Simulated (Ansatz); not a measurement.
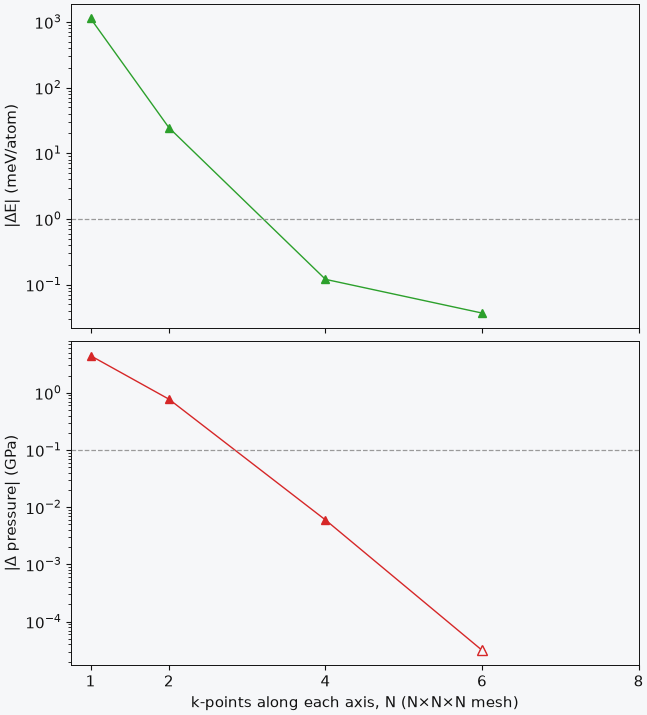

Scan of the k-point mesh.
- system: Al₂Ru (P1, 6 atoms in the cell)
- method: Ansatz, DFT r2SCAN, scalar-relativistic, plane waves, PAW; cutoff 500 eV, Gaussian smearing of 0.01 eV
ΔE is the free energy less its value at the densest setting, 8×8×8.
Dashed lines or grey bands mark the tolerance: 1 meV/atom and 0.1 GPa.
On logarithmic panels, open markers lie below the reference value and filled ones above.
The atoms sit off their equilibrium sites.

What is enough for the free energy to 1 meV/atom?

The free energy is within 1 meV/atom of the densest setting's value from 4×4×4 on. It is off by 1100 meV/atom at 1×1×1 and 25 meV/atom at 2×2×2 (always above it). The system has a gap, so the error falls steeply with the mesh.

And the pressure, to 0.1 GPa?

The pressure is within 0.1 GPa of the densest setting's value from 4×4×4 on. It is off by 4.4 GPa at 1×1×1 and 0.77 GPa at 2×2×2 (on both sides of it).
